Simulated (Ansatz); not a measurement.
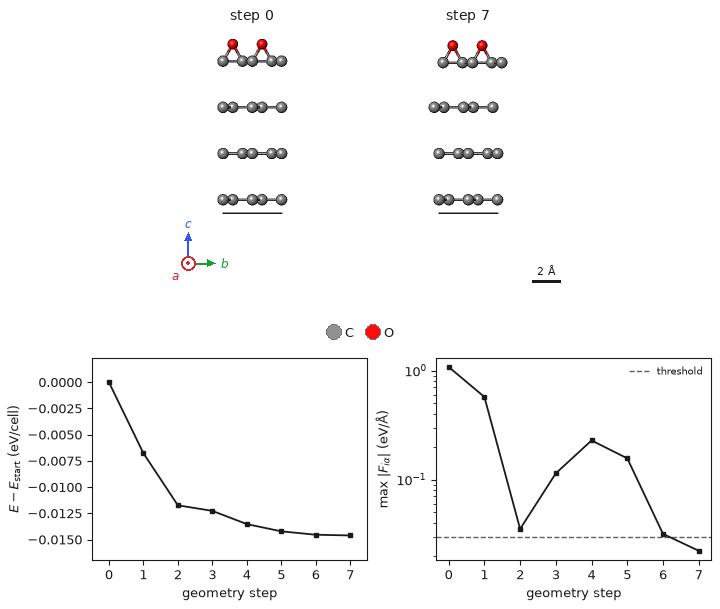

First and last geometry of a constrained relaxation of a slab of composition C$_{8}$O (cut from the P6_3/mmc phase), with the history of the run. The picture is a ball-and-stick view of the 2 × 2 repeat of the cell, outlined in the plane, without the vacuum, seen along the a axis.

Case: O put at a bridge C-C site. The slab is the (0 0 1) face of C with O on it. 4 atoms are held fixed.

All numbers below come from DFT PBE+D3(BJ), scalar-relativistic, plane waves, PAW in Ansatz. Set-up: plane-wave cutoff 420 eV; k-point mesh 12 × 12 × 1; occupations gaussian; smearing width 0.1 eV; no spin polarisation; dipole correction; atoms relaxed in a fixed cell; force threshold 0.03 eV/Å; at most 70 steps.

> What do the curves and the structures tell?

It converged. The energy falls by 14.6 meV per cell of the calculation in 7 geometry steps. Largest force component: 1.1 eV/Å at the start, 0.022 eV/Å at the end. The largest moves, 0.35 Å, are those of C atoms. Largest moves by element: C 0.35 Å, O 0.31 Å. The cell doesn't change. Among the contacts that change: C–C 1.423 → 1.407 Å, C–C 1.423 → 1.431 Å.

Limits of the set-up: the periodic images lie only 2.5 Å apart, so the values are limited by the cell's size.
